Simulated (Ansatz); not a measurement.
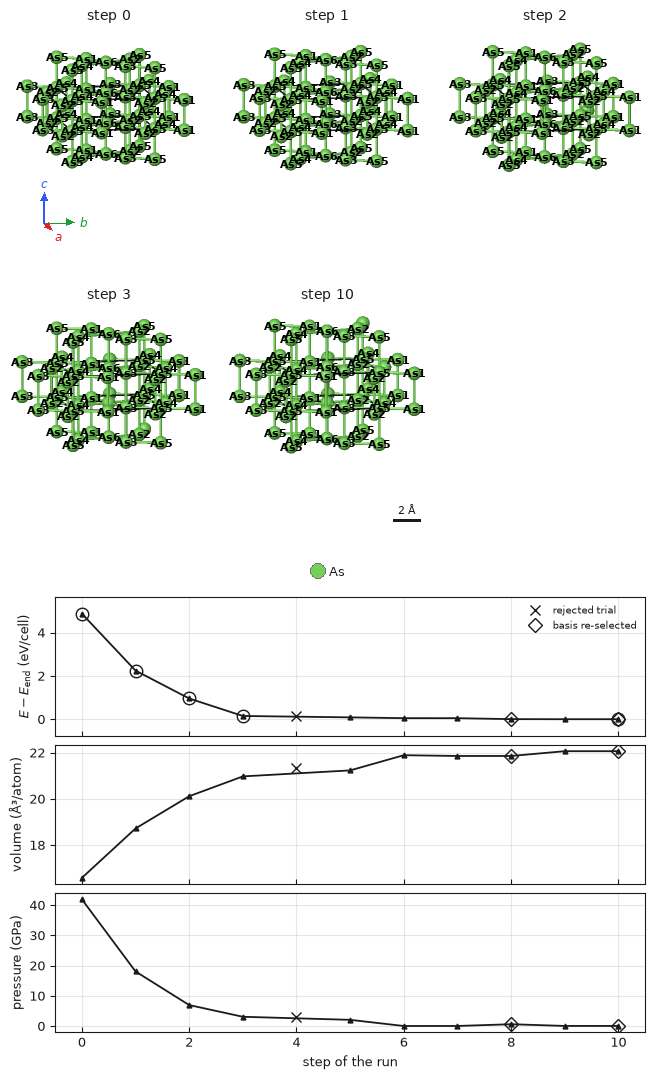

Frames of a relaxation of a crystal of As (a generated structure, set up in P4/mbm) (coarse preliminary run), marked on the history of the run. A ball-and-stick model of the cell of the calculation, seen slightly off an axis.

These are results of DFT PBE, scalar-relativistic, plane waves, PAW (Ansatz 0.2.0), not measurements.

The input:
```yaml
crystal:
  lattice:
    - [6.47329791, 0.0, 0.0]
    - [0.0, 6.47329791, 0.0]
    - [0.0, 0.0, 2.37365797]
  atoms:
    - { symbol: As, position: [0.17679539, 0.32320461, 0.0] }
    - { symbol: As, position: [0.32320461, 0.82320461, 0.0] }
    - { symbol: As, position: [0.82320461, 0.67679539, 0.0] }
    - { symbol: As, position: [0.67679539, 0.17679539, 0.0] }
    - { symbol: As, position: [0.0, 0.0, 0.0] }
    - { symbol: As, position: [0.5, 0.5, 0.0] }
basis:
  ecutwfc: 420
kpoints:
  mp_grid: { grid: [4, 4, 8] }
hamiltonian:
  xc: pbe
scf:
  occupations: { method: gaussian, width: 0.1 }
  lower_state_search: "off"
output:
  forces: true
  stress: true
  eigenvalues: true
relax:
  adjacent_minimum: "off"
  f_tol: 0.04
  max_steps: 70
  cell: { stress_tol: 0.4 }
```

Launched with:
```bash
ansatz run input.yaml --threads 1 --pin off --max-ram 2560MiB --backend cpu --events-out ev --progress --plain --runs-dir out
```

### What happens along the run?

The largest moves relative to the cell, 0.48 Å, are those of As1, As2, As3 and As4. As1 goes along [−1 1 0]. The drawn cell changes as follows: a = b 6.473 → 6.895 Å (+6.5 %), c 2.374 → 2.784 Å (+17.3 %); the volume changes by +33.1 %. Among the contacts that change: As1–As3 3.237 → 2.487 Å, As1–As1 2.374 → 2.784 Å, As1–As5 2.385 → 2.715 Å. Bond angles that change, for instance: As5–As2–As6 147.4° → 127.8°. The space group stays P4/mbm (No. 127). The energy falls by 4.875 eV per cell of the calculation in 7 accepted moves (10 points after the start). The largest force component goes from 1 to 0.0011 eV/Å. Pressure: 41.93 GPa at the start and 0.06 GPa at the end. The line search rejected the trial step at point 4 of the run. The SCF was repeated twice at an unchanged geometry on a basis and grid sized afresh for the cell, which shifted the energy by 44.2 meV per cell of the calculation at most. From step 0 to 1: As atoms move most (0.06 Å), volume +12.9 %, energy −2.630 eV per cell of the calculation. From step 1 to 2: As atoms move most (0.21 Å), volume +7.5 %, energy −1.288 eV per cell of the calculation. From step 2 to 3: As atoms move most (0.20 Å), volume +4.3 %, energy −0.808 eV per cell of the calculation. From step 3 to 10: volume +5.2 %, energy −0.149 eV per cell of the calculation.

```json
{"step": "0", "E − E(0), meV/atom": "0.00", "largest force component, eV/Å": "1.0479", "pressure, GPa": "41.93", "volume, Å³/atom": "16.577", "note": ""}
{"step": "1", "E − E(0), meV/atom": "-438.36", "largest force component, eV/Å": "0.6674", "pressure, GPa": "18.08", "volume, Å³/atom": "18.718", "note": ""}
{"step": "2", "E − E(0), meV/atom": "-653.01", "largest force component, eV/Å": "0.4024", "pressure, GPa": "6.96", "volume, Å³/atom": "20.114", "note": ""}
{"step": "3", "E − E(0), meV/atom": "-787.65", "largest force component, eV/Å": "0.0147", "pressure, GPa": "3.09", "volume, Å³/atom": "20.973", "note": ""}
{"step": "4", "E − E(0), meV/atom": "-786.91", "largest force component, eV/Å": "0.6295", "pressure, GPa": "2.97", "volume, Å³/atom": "21.341", "note": "rejected"}
{"step": "5", "E − E(0), meV/atom": "-798.27", "largest force component, eV/Å": "0.0394", "pressure, GPa": "2.08", "volume, Å³/atom": "21.233", "note": ""}
{"step": "6", "E − E(0), meV/atom": "-804.47", "largest force component, eV/Å": "0.0496", "pressure, GPa": "0.04", "volume, Å³/atom": "21.891", "note": ""}
{"step": "7", "E − E(0), meV/atom": "-804.59", "largest force component, eV/Å": "0.0113", "pressure, GPa": "0.05", "volume, Å³/atom": "21.858", "note": ""}
{"step": "8", "E − E(0), meV/atom": "-811.96", "largest force component, eV/Å": "0.0119", "pressure, GPa": "0.63", "volume, Å³/atom": "21.858", "note": "same geometry, new basis"}
{"step": "9", "E − E(0), meV/atom": "-812.52", "largest force component, eV/Å": "0.0011", "pressure, GPa": "0.06", "volume, Å³/atom": "22.065", "note": ""}
{"step": "10", "E − E(0), meV/atom": "-812.55", "largest force component, eV/Å": "0.0011", "pressure, GPa": "0.06", "volume, Å³/atom": "22.065", "note": "same geometry, new basis"}
```
